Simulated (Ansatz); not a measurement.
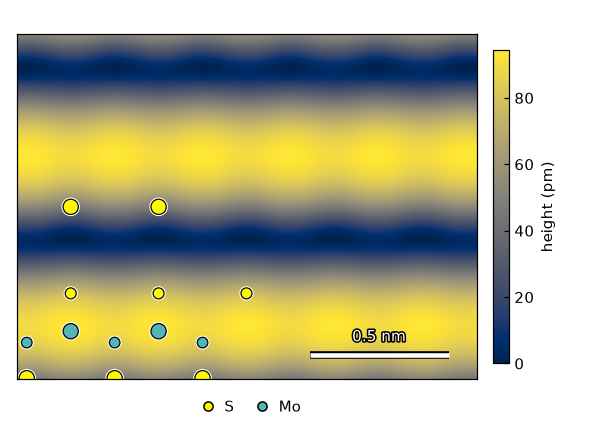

Constant-current image at a set point of 1.4 × 10⁻⁴ e/Å³ of MoS2(101) (R-3m bulk, 15 atomic planes (those closer than 0.6 Å count as one), 13 Å, Mo-terminated), sample bias +1.50 V. The atoms seen from above are drawn over one corner (deeper ones smaller).

Model: Tersoff–Hamann, s-wave tip, no tip–sample forces. Bias windows are sharp sums over the levels of the k mesh.

All numbers here come from DFT PBE, scalar-relativistic, plane waves, PAW in Ansatz. Cutoff 420 eV, 19 × 10 k-points, Gaussian smearing 0.05 eV, dipole correction. The slab is a cut without reconstruction beyond its cell, at the source's lattice constants, with its lower half held fixed and the rest relaxed. Its faces differ (Mo on top, S below), so the slab is asymmetric; states at the Fermi level may come from the unlike faces. Collinear spin, net moment 0.2 μB a cell; so small a moment depends on the mesh and the functional; the stability of this spin state wasn't checked. The run warns that the functional's potential is rough in the thin density of the vacuum, where the tip is; weak contrasts and barriers may feel it.

> Assign the bright and dark features to the surface structure.

The brightest spots lie over the top Mo atoms; the darkest points are over points 1.1 Å to the side of the top S atoms. The corrugation is 94 pm at a mean tip height of 4.4 Å.
